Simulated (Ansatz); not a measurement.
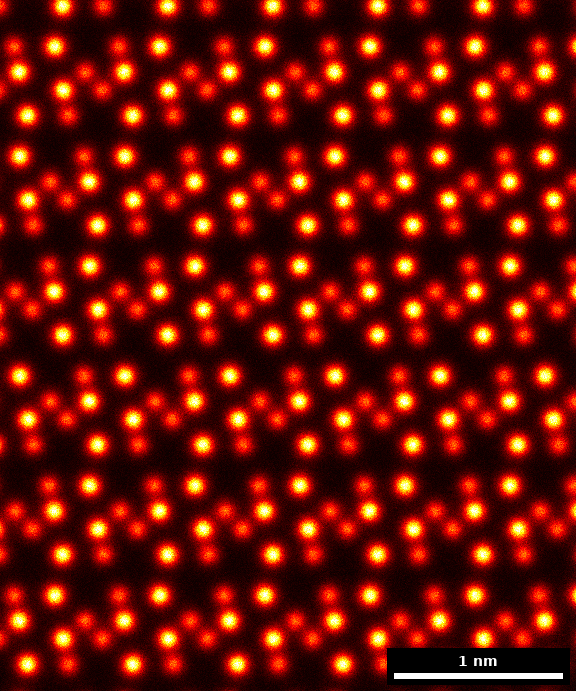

iDPC-like image of Au (R-3m, No. 166) along [100]. Simulated as the projected potential of neutral atoms (B = 0.5 Å²) blurred by a 0.72 Å probe, the thin-sample limit of integrated differential phase contrast. Shot noise was added.

One planar defect was built into the perfect crystal by geometry alone, without relaxation. Host structure: the geometry relaxed with DFT r2SCAN, scalar-relativistic, plane waves, PAW (Ansatz 0.2.0); the starting structure was generated, so it need not be a known form of this composition.

Question: Find the planar defect and say what kind it is.

Answer: A planar fault (a stacking fault) runs horizontally about 21 Å below the top edge. The part above it is shifted along the boundary by 1/3 of the 6.27 Å repeat of the rows (2.1 Å to the right, the same as 4.2 Å to the left); both parts keep the same orientation.
